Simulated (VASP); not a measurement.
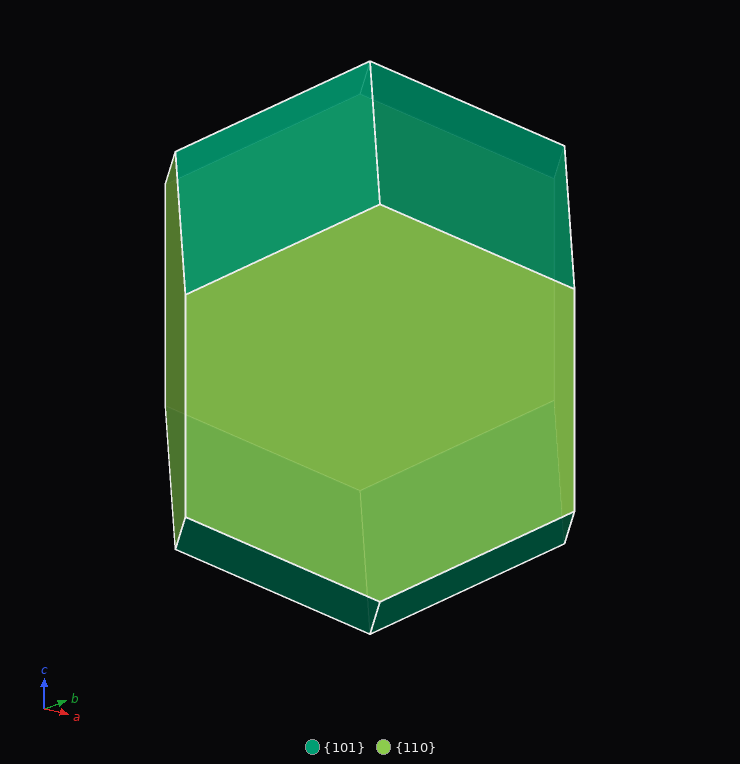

HfO2, space group P4_2/mnm (No. 136), a = 4.864 Å, b = 4.864 Å, c = 3.231 Å, α = 90.00°, β = 90.00°, γ = 90.00°. The shape was computed with the Donnay–Harker form of the Bravais–Friedel law: planes with larger spacing d grow more slowly and so show as larger faces; centring, glide planes and screw axes halve or divide d. Source: the end point of a relaxation with VASP Kohn-Sham DFT of a periodic cell, BEEF-vdW, VASP PAW PBE potentials, recommended (VASP 6.6.1). Forms under 0.4 % of the area are left out.

Which form makes up most of the surface, and how much?

Answer. {110}, with 4 faces and about 58 % of the area; its spacing is d = 3.440 Å.

Describe the habit.

Answer. It is roughly equant (blocky). Widths along a, b and c stand as 1.00 : 1.00 : 1.08.

List the forms with their spacings and shares.

Answer.
```tsv
form	faces	d (Å)	share of area (%)
{110}	4	3.440	58.0
{101}	8	2.691	42.0
```
